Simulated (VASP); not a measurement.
Run report: N, geometry relaxation (part 1 of 4)

System: N (Pa-3, 8 atoms in the cell).
Method: Kohn-Sham DFT of a periodic cell, LDA, VASP PAW LDA potentials, recommended, no spin polarisation (VASP 6.6.1).

The structure derives from a Materials Project entry.

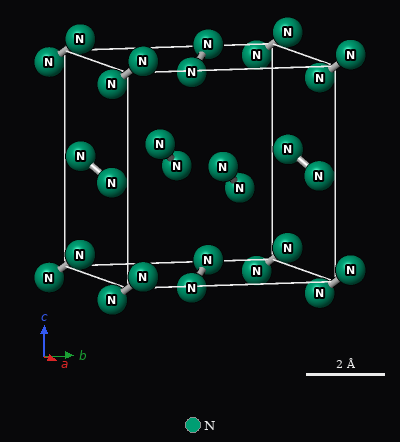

*The starting structure (ball-and-stick view of the cell of the calculation, seen slightly off an axis). An atom can appear more than once, as a periodic image.*

Near neighbours in the periodic cell (some may lie outside the picture): N has 1 N at 1.11 Å.

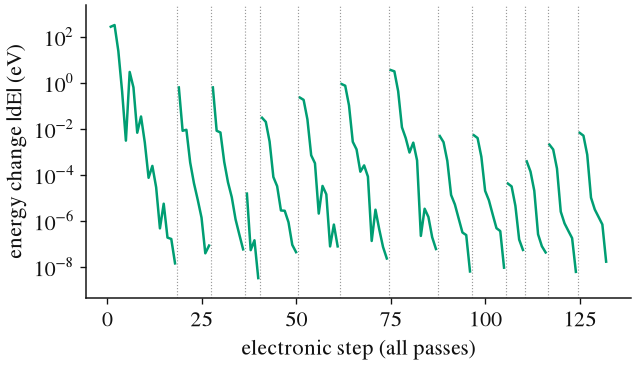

*Convergence of the self-consistent field: energy change |dE| against the electronic step. Each stretch between dotted lines is the SCF of one geometry step of a relaxation.*

The 14 ionic steps take 4 to 18 electronic steps each. The density is held fixed in the first few steps, and dE rises again when its update begins.

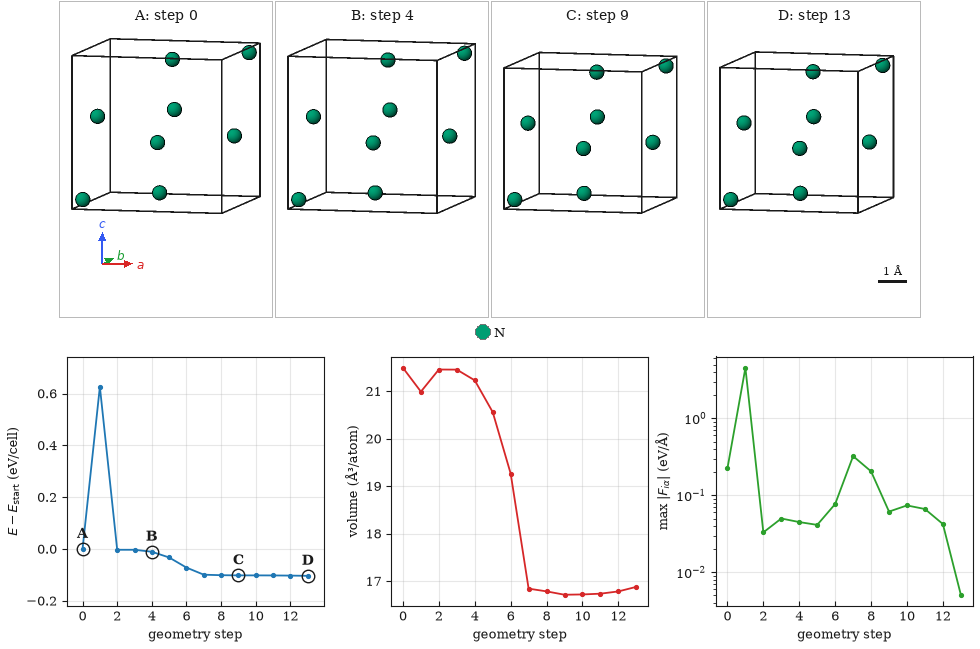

*Frames of the relaxation (ball-and-stick view of the cell of the calculation, seen slightly off an axis) above the curves, on which the letters mark them (steps are counted from 0).*

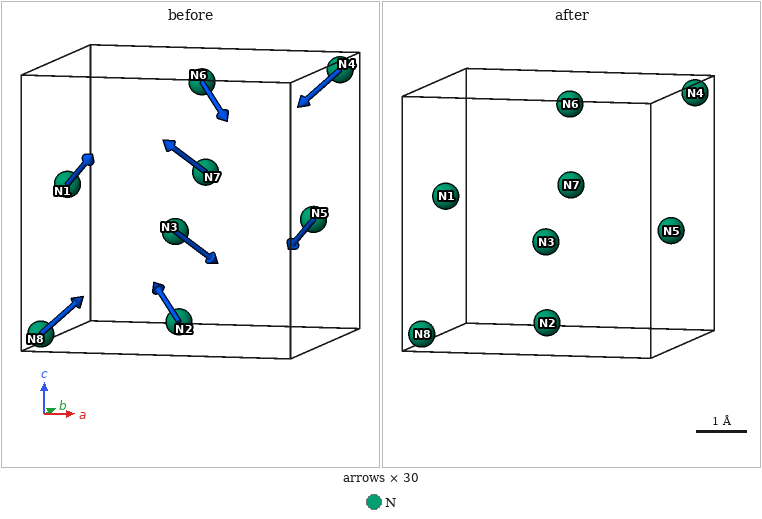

*Before (left) and after (right) the relaxation, at one scale (ball-and-stick view of the cell of the calculation, seen slightly off an axis). The blue arrows give the displacements (without the part carried along by the change of the cell), magnified 30 times.*

After 13 geometry steps the energy has fallen by 0.104 eV per cell of the calculation. The largest force component goes from 0.23 to 0.0051 eV/Å. The largest moves relative to the cell, 0.041 Å, are those of 8 atoms (N1, N2, N3, N4 and others). The volume changes by −21.5 %, with a = b = c 5.561 → 5.130 Å (−7.7 %). The space group stays Pa-3 (No. 205). (Atoms are counted from 1 in the order of the input.)

The input and output of the run follow.

INCAR
```
PREC = Accurate ; ENCUT = 600
EDIFF = 1E-7 ; ISMEAR = 0
SIGMA = 0.02 ; LREAL = False
LASPH = True ; NELM = 100
ALGO = Fast ; ISIF = 3
LWAVE = False ; LCHARG = False
GGA = CA ; IBRION = 2
NSW = 40 ; EDIFFG = -0.02
KPAR = 4
```

KPOINTS
```
Automatic mesh
0
Gamma
  4 4 4
```

POSCAR
```
N
1.0
    5.5605176600      0.0000000000      0.0000000000
    0.0000000000      5.5605176600      0.0000000000
    0.0000000000      0.0000000000      5.5605176600
N
8
Direct
    0.0573973300      0.4426026700      0.5573973300
    0.4426026700      0.5573973300      0.0573973300
    0.5573973300      0.0573973300      0.4426026700
    0.9426026700      0.9426026700      0.9426026700
    0.9426026700      0.5573973300      0.4426026700
    0.5573973300      0.4426026700      0.9426026700
    0.4426026700      0.9426026700      0.5573973300
    0.0573973300      0.0573973300      0.0573973300
```

Command:
```bash
cat potpaw_LDA.64/N/POTCAR > POTCAR
mpirun -np 4 vasp_std > vasp.out
```

OSZICAR
```
N       E                     dE             d eps       ncg     rms          rms(c)
DAV:   1     0.272202635565E+03    0.27220E+03   -0.19932E+04   550   0.152E+03
DAV:   2    -0.496263173619E+02   -0.32183E+03   -0.31341E+03   783   0.305E+02
DAV:   3    -0.735955690462E+02   -0.23969E+02   -0.23902E+02   597   0.947E+01
DAV:   4    -0.740145992216E+02   -0.41903E+00   -0.41878E+00   817   0.120E+01
DAV:   5    -0.740176545355E+02   -0.30553E-02   -0.30544E-02   745   0.100E+00    0.156E+01
RMM:   6    -0.710676772372E+02    0.29500E+01   -0.41999E+00   550   0.116E+01    0.872E+00
RMM:   7    -0.704408790927E+02    0.62680E+00   -0.44092E+00   550   0.115E+01    0.232E+00
RMM:   8    -0.704341332530E+02    0.67458E-02   -0.86235E-01   550   0.577E+00    0.974E-01
RMM:   9    -0.703998980976E+02    0.34235E-01   -0.13793E-01   550   0.237E+00    0.116E-01
RMM:  10    -0.704024321803E+02   -0.25341E-02   -0.25814E-02   555   0.975E-01    0.150E-01
RMM:  11    -0.704023579149E+02    0.74265E-04   -0.30412E-03   571   0.328E-01    0.999E-02
RMM:  12    -0.704021140721E+02    0.24384E-03   -0.17286E-03   550   0.246E-01    0.196E-02
RMM:  13    -0.704021427785E+02   -0.28706E-04   -0.25569E-04   588   0.916E-02    0.231E-02
RMM:  14    -0.704021423071E+02    0.47137E-06   -0.52202E-05   632   0.368E-02    0.150E-02
RMM:  15    -0.704021367449E+02    0.55622E-05   -0.20002E-05   558   0.250E-02    0.591E-03
RMM:  16    -0.704021365574E+02    0.18750E-06   -0.65725E-06   572   0.137E-02    0.214E-03
RMM:  17    -0.704021367205E+02   -0.16315E-06   -0.19785E-06   589   0.719E-03    0.100E-03
RMM:  18    -0.704021367063E+02    0.14176E-07   -0.35670E-07   398   0.331E-03
   1 F= -.70402137E+02 E0= -.70402137E+02  d E =-.704021E+02
       N       E                     dE             d eps       ncg     rms          rms(c)
DAV:   1    -0.697772121551E+02    0.62492E+00   -0.15072E+01   550   0.300E+01    0.147E+00
RMM:   2    -0.697854130867E+02   -0.82009E-02   -0.22727E-01   550   0.343E+00    0.903E-01
RMM:   3    -0.697763538234E+02    0.90593E-02   -0.19266E-02   550   0.106E+00    0.231E-01
RMM:   4    -0.697760097468E+02    0.34408E-03   -0.37130E-03   550   0.466E-01    0.314E-02
RMM:   5    -0.697760526893E+02   -0.42943E-04   -0.51737E-04   579   0.152E-01    0.174E-02
RMM:   6    -0.697760609206E+02   -0.82312E-05   -0.13083E-04   599   0.728E-02    0.561E-03
RMM:   7    -0.697760623005E+02   -0.13799E-05   -0.16299E-05   559   0.286E-02    0.457E-03
RMM:   8    -0.697760623394E+02   -0.38955E-07   -0.50860E-06   596   0.142E-02    0.560E-04
RMM:   9    -0.697760624238E+02   -0.84361E-07   -0.90825E-07   526   0.617E-03
   2 F= -.69776062E+02 E0= -.69776062E+02  d E =0.626074E+00
       N       E                     dE             d eps       ncg     rms          rms(c)
DAV:   1    -0.704043074503E+02   -0.62825E+00   -0.12981E+01   550   0.278E+01    0.117E+00
RMM:   2    -0.704125284344E+02   -0.82210E-02   -0.19469E-01   550   0.321E+00    0.821E-01
RMM:   3    -0.704056126674E+02    0.69158E-02   -0.17065E-02   550   0.983E-01    0.273E-01
RMM:   4    -0.704052455178E+02    0.36715E-03   -0.36317E-03   550   0.427E-01    0.493E-02
RMM:   5    -0.704052926092E+02   -0.47091E-04   -0.56942E-04   592   0.153E-01    0.257E-02
RMM:   6    -0.704053032552E+02   -0.10646E-04   -0.12388E-04   612   0.693E-02    0.496E-03
RMM:   7    -0.704053044195E+02   -0.11643E-05   -0.17027E-05   574   0.286E-02    0.314E-03
RMM:   8    -0.704053046736E+02   -0.25409E-06   -0.42986E-06   617   0.134E-02    0.784E-04
RMM:   9    -0.704053047314E+02   -0.57810E-07   -0.57832E-07   465   0.536E-03
   3 F= -.70405305E+02 E0= -.70405305E+02  d E =-.316803E-02
       N       E                     dE             d eps       ncg     rms          rms(c)
DAV:   1    -0.704053199702E+02   -0.15297E-04   -0.25800E-04   703   0.123E-01    0.550E-03
RMM:   2    -0.704053200236E+02   -0.53382E-07   -0.29395E-06   542   0.127E-02    0.365E-03
RMM:   3    -0.704053198806E+02    0.14294E-06   -0.31103E-07   396   0.414E-03    0.462E-04
RMM:   4    -0.704053198839E+02   -0.32578E-08   -0.45214E-08   328   0.163E-03
   4 F= -.70405320E+02 E0= -.70405320E+02  d E =-.318318E-02
       N       E                     dE             d eps       ncg     rms          rms(c)
DAV:   1    -0.704355654631E+02   -0.30246E-01   -0.78389E-01   588   0.620E+00    0.909E-01
RMM:   2    -0.704156160623E+02    0.19949E-01   -0.44645E-02   550   0.129E+00    0.359E-01
RMM:   3    -0.704128212686E+02    0.27948E-02   -0.30020E-02   550   0.938E-01    0.968E-02
RMM:   4    -0.704129013981E+02   -0.80129E-04   -0.17795E-03   550   0.289E-01    0.598E-02
RMM:   5    -0.704129333879E+02   -0.31990E-04   -0.28148E-04   552   0.111E-01    0.288E-02
RMM:   6    -0.704129362149E+02   -0.28269E-05   -0.19453E-04   550   0.721E-02    0.142E-02
RMM:   7    -0.704129334730E+02    0.27418E-05   -0.21011E-05   551   0.266E-02    0.884E-03
RMM:   8    -0.704129326047E+02    0.86834E-06   -0.66147E-06   550   0.146E-02    0.190E-03
RMM:   9    -0.704129326951E+02   -0.90456E-07   -0.12263E-06   504   0.527E-03    0.260E-03
RMM:  10    -0.704129326515E+02    0.43598E-07   -0.23385E-07   355   0.273E-03
   5 F= -.70412933E+02 E0= -.70412933E+02  d E =-.761277E-02
       N       E                     dE             d eps       ncg     rms          rms(c)
DAV:   1    -0.706406213216E+02   -0.22769E+00   -0.71321E+00   550   0.188E+01    0.276E+00
RMM:   2    -0.704599020267E+02    0.18072E+00   -0.40528E-01   550   0.393E+00    0.109E+00
RMM:   3    -0.704341111795E+02    0.25791E-01   -0.27453E-01   550   0.289E+00    0.309E-01
RMM:   4    -0.704348177876E+02   -0.70661E-03   -0.16027E-02   550   0.896E-01    0.182E-01
RMM:   5    -0.704351362941E+02   -0.31851E-03   -0.24668E-03   552   0.337E-01    0.905E-02
RMM:   6    -0.704351342235E+02    0.20706E-05   -0.22437E-03   550   0.246E-01    0.484E-02
RMM:   7    -0.704351013911E+02    0.32832E-04   -0.20997E-04   550   0.863E-02    0.336E-02
RMM:   8    -0.704350871472E+02    0.14244E-04   -0.66698E-05   550   0.488E-02    0.775E-03
RMM:   9    -0.704350872247E+02   -0.77417E-07   -0.10069E-05   560   0.176E-02    0.916E-03
RMM:  10    -0.704350865349E+02    0.68977E-06   -0.86072E-06   550   0.162E-02    0.222E-03
RMM:  11    -0.704350866125E+02   -0.77646E-07   -0.63476E-07   491   0.527E-03
   6 F= -.70435087E+02 E0= -.70435087E+02  d E =-.297667E-01
       N       E                     dE             d eps       ncg     rms          rms(c)
DAV:   1    -0.713187522629E+02   -0.88367E+00   -0.29239E+01   550   0.383E+01    0.568E+00
RMM:   2    -0.705746102753E+02    0.74414E+00   -0.16778E+00   550   0.800E+00    0.224E+00
RMM:   3    -0.704705340306E+02    0.10408E+00   -0.11264E+00   550   0.594E+00    0.677E-01
RMM:   4    -0.704732635909E+02   -0.27296E-02   -0.65255E-02   550   0.189E+00    0.372E-01
RMM:   5    -0.704745326486E+02   -0.12691E-02   -0.89332E-03   551   0.683E-01    0.196E-01
RMM:   6    -0.704743960896E+02    0.13656E-03   -0.12792E-02   550   0.591E-01    0.121E-01
RMM:   7    -0.704741391558E+02    0.25693E-03   -0.11428E-03   550   0.206E-01    0.805E-02
RMM:   8    -0.704740551023E+02    0.84053E-04   -0.37110E-04   550   0.118E-01    0.156E-02
RMM:   9    -0.704740552361E+02   -0.13375E-06   -0.41840E-05   558   0.390E-02    0.173E-02
RMM:  10    -0.704740521808E+02    0.30553E-05   -0.37352E-05   550   0.337E-02    0.554E-03
RMM:  11    -0.704740526069E+02   -0.42613E-06   -0.27257E-06   554   0.110E-02    0.475E-03
RMM:  12    -0.704740526803E+02   -0.73377E-07   -0.16886E-06   550   0.690E-03    0.267E-03
RMM:  13    -0.704740526571E+02    0.23131E-07   -0.24572E-07   345   0.302E-03
   7 F= -.70474053E+02 E0= -.70474053E+02  d E =-.687328E-01
       N       E                     dE             d eps       ncg     rms          rms(c)
DAV:   1    -0.740553864615E+02   -0.35813E+01   -0.12292E+02   550   0.800E+01    0.121E+01
RMM:   2    -0.709193593924E+02    0.31360E+01   -0.70860E+00   550   0.165E+01    0.467E+00
RMM:   3    -0.704898373704E+02    0.42952E+00   -0.46892E+00   550   0.126E+01    0.164E+00
RMM:   4    -0.705014767067E+02   -0.11639E-01   -0.26808E-01   550   0.414E+00    0.833E-01
RMM:   5    -0.705054194686E+02   -0.39428E-02   -0.29675E-02   550   0.137E+00    0.461E-01
RMM:   6    -0.705044901069E+02    0.92936E-03   -0.78007E-02   550   0.150E+00    0.318E-01
RMM:   7    -0.705019873682E+02    0.25027E-02   -0.75314E-03   550   0.553E-01    0.199E-01
RMM:   8    -0.705015623962E+02    0.42497E-03   -0.22848E-03   550   0.297E-01    0.392E-02
RMM:   9    -0.705015621745E+02    0.22174E-06   -0.16556E-04   550   0.907E-02    0.187E-02
RMM:  10    -0.705015588093E+02    0.33652E-05   -0.11162E-04   550   0.596E-02    0.175E-02
RMM:  11    -0.705015602831E+02   -0.14738E-05   -0.97837E-06   561   0.203E-02    0.467E-03
RMM:  12    -0.705015604765E+02   -0.19337E-06   -0.41087E-06   560   0.106E-02    0.216E-03
RMM:  13    -0.705015605362E+02   -0.59667E-07   -0.60021E-07   459   0.419E-03
   8 F= -.70501561E+02 E0= -.70501561E+02  d E =-.962407E-01
       N       E                     dE             d eps       ncg     rms          rms(c)
DAV:   1    -0.705064280329E+02   -0.48676E-02   -0.14948E-01   554   0.273E+00    0.338E-01
RMM:   2    -0.705038072487E+02    0.26208E-02   -0.67999E-03   550   0.522E-01    0.136E-01
RMM:   3    -0.705034050344E+02    0.40221E-03   -0.40313E-03   550   0.366E-01    0.466E-02
RMM:   4    -0.705034183499E+02   -0.13315E-04   -0.22860E-04   550   0.116E-01    0.287E-02
RMM:   5    -0.705034235210E+02   -0.51711E-05   -0.32137E-05   550   0.440E-02    0.105E-02
RMM:   6    -0.705034222587E+02    0.12623E-05   -0.36254E-05   550   0.325E-02    0.720E-03
RMM:   7    -0.705034219467E+02    0.31201E-06   -0.30730E-06   550   0.112E-02    0.406E-03
RMM:   8    -0.705034217053E+02    0.24133E-06   -0.92832E-07   509   0.609E-03    0.128E-03
RMM:   9    -0.705034216990E+02    0.63169E-08   -0.17084E-07   342   0.240E-03
   9 F= -.70503422E+02 E0= -.70503422E+02  d E =-.186116E-02
       N       E                     dE             d eps       ncg     rms          rms(c)
DAV:   1    -0.705086940950E+02   -0.52724E-02   -0.22705E-01   550   0.336E+00    0.416E-01
RMM:   2    -0.705047209026E+02    0.39732E-02   -0.10313E-02   550   0.644E-01    0.167E-01
RMM:   3    -0.705041110150E+02    0.60989E-03   -0.61055E-03   550   0.451E-01    0.572E-02
RMM:   4    -0.705041311732E+02   -0.20158E-04   -0.34594E-04   550   0.143E-01    0.353E-02
RMM:   5    -0.705041389714E+02   -0.77982E-05   -0.48603E-05   550   0.543E-02    0.129E-02
RMM:   6    -0.705041370753E+02    0.18962E-05   -0.54630E-05   550   0.399E-02    0.885E-03
RMM:   7    -0.705041365958E+02    0.47947E-06   -0.46278E-06   550   0.138E-02    0.498E-03
RMM:   8    -0.705041362356E+02    0.36017E-06   -0.13973E-06   550   0.749E-03    0.154E-03
RMM:   9    -0.705041362264E+02    0.92527E-08   -0.26074E-07   355   0.301E-03
  10 F= -.70504136E+02 E0= -.70504136E+02  d E =-.257569E-02
       N       E                     dE             d eps       ncg     rms          rms(c)
DAV:   1    -0.705041781133E+02   -0.41878E-04   -0.17705E-03   708   0.296E-01    0.366E-02
RMM:   2    -0.705041467401E+02    0.31373E-04   -0.80543E-05   550   0.558E-02    0.145E-02
RMM:   3    -0.705041422219E+02    0.45182E-05   -0.46820E-05   550   0.388E-02    0.500E-03
RMM:   4    -0.705041423759E+02   -0.15406E-06   -0.27525E-06   550   0.125E-02    0.307E-03
RMM:   5    -0.705041424304E+02   -0.54468E-07   -0.36738E-07   397   0.469E-03
  11 F= -.70504142E+02 E0= -.70504142E+02  d E =-.258189E-02
       N       E                     dE             d eps       ncg     rms          rms(c)
DAV:   1    -0.705045264524E+02   -0.38408E-03   -0.51603E-03   586   0.512E-01    0.757E-02
RMM:   2    -0.705043879911E+02    0.13846E-03   -0.29181E-04   550   0.105E-01    0.302E-02
RMM:   3    -0.705043677936E+02    0.20198E-04   -0.18545E-04   550   0.751E-02    0.685E-03
RMM:   4    -0.705043680539E+02   -0.26031E-06   -0.96831E-06   550   0.231E-02    0.459E-03
RMM:   5    -0.705043681331E+02   -0.79159E-07   -0.13288E-06   552   0.820E-03    0.275E-03
RMM:   6    -0.705043681754E+02   -0.42331E-07   -0.57715E-07   480   0.419E-03
  12 F= -.70504368E+02 E0= -.70504368E+02  d E =-.225745E-03
       N       E                     dE             d eps       ncg     rms          rms(c)
DAV:   1    -0.705064182305E+02   -0.20501E-02   -0.47158E-02   552   0.154E+00    0.229E-01
RMM:   2    -0.705051589357E+02    0.12593E-02   -0.26587E-03   550   0.317E-01    0.915E-02
RMM:   3    -0.705049720496E+02    0.18689E-03   -0.16820E-03   550   0.227E-01    0.203E-02
RMM:   4    -0.705049745575E+02   -0.25079E-05   -0.86698E-05   550   0.695E-02    0.137E-02
RMM:   5    -0.705049753319E+02   -0.77439E-06   -0.12592E-05   552   0.248E-02    0.866E-03
RMM:   6    -0.705049756998E+02   -0.36798E-06   -0.49719E-06   550   0.123E-02    0.252E-03
RMM:   7    -0.705049755222E+02    0.17765E-06   -0.71013E-07   534   0.509E-03    0.151E-03
RMM:   8    -0.705049755161E+02    0.60677E-08   -0.19395E-07   345   0.259E-03
  13 F= -.70504976E+02 E0= -.70504976E+02  d E =-.833086E-03
       N       E                     dE             d eps       ncg     rms          rms(c)
DAV:   1    -0.705116470001E+02   -0.66715E-02   -0.18796E-01   550   0.308E+00    0.457E-01
RMM:   2    -0.705066133052E+02    0.50337E-02   -0.10620E-02   550   0.633E-01    0.183E-01
RMM:   3    -0.705058659604E+02    0.74734E-03   -0.67374E-03   550   0.454E-01    0.402E-02
RMM:   4    -0.705058761287E+02   -0.10168E-04   -0.34785E-04   550   0.139E-01    0.273E-02
RMM:   5    -0.705058792349E+02   -0.31062E-05   -0.50884E-05   552   0.495E-02    0.175E-02
RMM:   6    -0.705058807095E+02   -0.14746E-05   -0.19248E-05   550   0.244E-02    0.503E-03
RMM:   7    -0.705058800133E+02    0.69621E-06   -0.28072E-06   550   0.101E-02    0.294E-03
RMM:   8    -0.705058799965E+02    0.16857E-07   -0.77287E-07   503   0.508E-03
  14 F= -.70505880E+02 E0= -.70505880E+02  d E =-.173757E-02
```

Parts of OUTCAR
```
PREC = Accurate
   ENCUT = 600
   EDIFF = 1E-7
   ISMEAR = 0
   LREAL = False
   LASPH = True
   NELM = 100
   ISIF = 3
   GGA = CA
   IBRION = 2
   NSW = 40
   EDIFFG = -0.02

 ion  position               nearest neighbor table
   1  0.057  0.443  0.557-   5 1.11
   2  0.443  0.557  0.057-   6 1.11
   3  0.557  0.057  0.443-   7 1.11
   4  0.943  0.943  0.943-   8 1.11
   5  0.943  0.557  0.443-   1 1.11
   6  0.557  0.443  0.943-   2 1.11
   7  0.443  0.943  0.557-   3 1.11
   8  0.057  0.057  0.057-   4 1.11

  LATTYP: Found a simple cubic cell.
 ALAT       =     5.5605176600

  Lattice vectors:

 A1 = (   5.5605176600,   0.0000000000,   0.0000000000)
 A2 = (   0.0000000000,   5.5605176600,   0.0000000000)
 A3 = (   0.0000000000,   0.0000000000,   5.5605176600)

Analysis of symmetry for initial positions (statically):
=====================================================================
 Subroutine PRICEL returns:
 Original cell was already a primitive cell.

 Routine SETGRP: Setting up the symmetry group for a
 simple cubic supercell.

 Subroutine GETGRP returns: Found 24 space group operations
 (whereof  6 operations were pure point group operations)
 out of a pool of 48 trial point group operations.

The static configuration has the point symmetry S_6 .
 The point group associated with its full space group is T_h .

Analysis of symmetry for dynamics (positions and initial velocities):
=====================================================================
 Subroutine PRICEL returns:
 Original cell was already a primitive cell.

 Routine SETGRP: Setting up the symmetry group for a
 simple cubic supercell.

 Subroutine GETGRP returns: Found 24 space group operations
 (whereof  6 operations were pure point group operations)
 out of a pool of 48 trial point group operations.

The dynamic configuration has the point symmetry S_6 .
 The point group associated with its full space group is T_h .
```
